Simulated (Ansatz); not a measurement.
Cu (Pm-3m, No. 221): the end point of a relaxation with DFT, BLYP, plane waves (420 eV) with PAW, scalar-relativistic (Ansatz); the starting structure was generated, so it need not be a known form of this composition.

```cif
data_structure
_symmetry_space_group_name_H-M 'Pm-3m'
_symmetry_Int_Tables_number 221
_cell_length_a 2.4557
_cell_length_b 2.4557
_cell_length_c 2.4557
_cell_angle_alpha 90.000
_cell_angle_beta 90.000
_cell_angle_gamma 90.000
_cell_volume 14.81
loop_
_atom_site_label
_atom_site_type_symbol
_atom_site_symmetry_multiplicity
_atom_site_Wyckoff_symbol
_atom_site_fract_x
_atom_site_fract_y
_atom_site_fract_z
_atom_site_occupancy
Cu1 Cu 1 a 0.00000 0.00000 0.00000 1
```

**What will a HAADF-like image along [211] show? The image is simulated as a sum over atoms of Z^1.8, blurred by a 0.83 Å probe (no channelling). The probe carries 25 % of its weight in a tail 2.5 times as wide.**

The projected structure repeats with a cell of 1.42 × 1.74 Å, 90°. All columns are alike (Cu). The shortest distance between visible columns is 1.42 Å in projection. Along the beam the structure repeats every 6.02 Å.

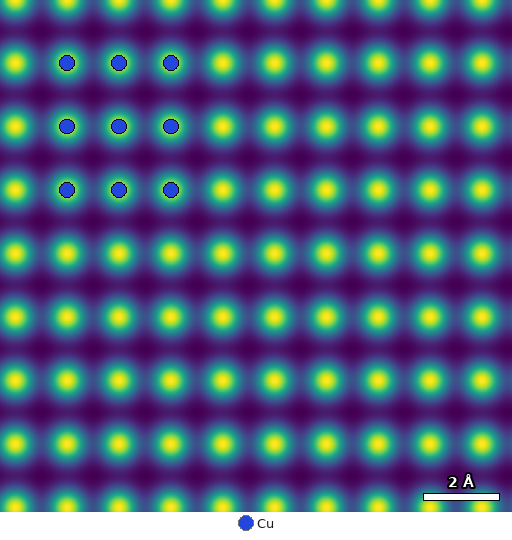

The simulated image, with the columns of the model marked in one corner.
